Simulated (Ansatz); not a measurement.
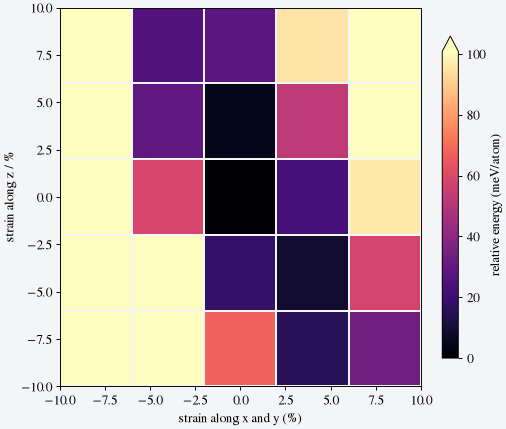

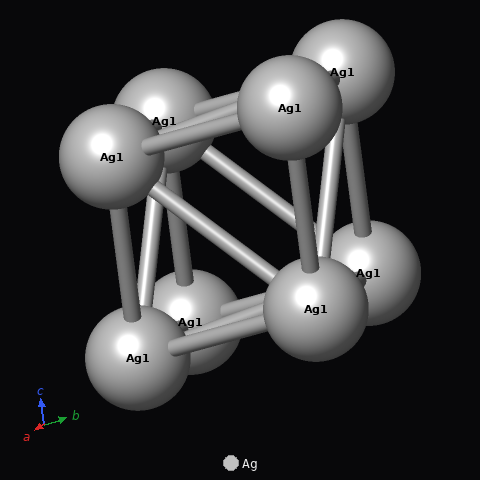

Energy landscape of Ag (Fm-3m, No. 225; 1 atom in the cell). The cell is strained homogeneously, by one strain along x and y and another along z, with fractional coordinates fixed (x, y and z along the cube axes). First axis: strain along x and y. Second axis: strain along z. The scan uses a 5 × 5 grid. Energies are in meV/atom, from the lowest grid point. The reference cell is the one listed in the database, not relaxed at this level. Method: DFT r2SCAN, scalar-relativistic, plane waves, PAW (Ansatz). Settings: cutoff 500 eV, k-mesh 20×20×20, gaussian smearing 0.15 eV, no spin polarisation.

In the figure: one coloured cell a grid point, one colour for all values above the top of the scale. The second picture is the structure at the lowest point

> Where are the wells?

The lowest grid point is at strain along x and y = 0 %, strain along z = 0 %. It is the only kind of minimum in the scanned range. The highest grid point, strain along x and y = −8 %, strain along z = −8 %, lies 538 meV/atom above the lowest.

The values on the grid:

```
strain along z ↓, strain along x and y →   −8   −4   0   4    8
                                       8  128   25  28  95  202
                                       4  168   29   5  53  145
                                       0  243   59   0  23   96
                                      −4  363  121  19   9   58
                                      −8  538  224  67  16   33
```
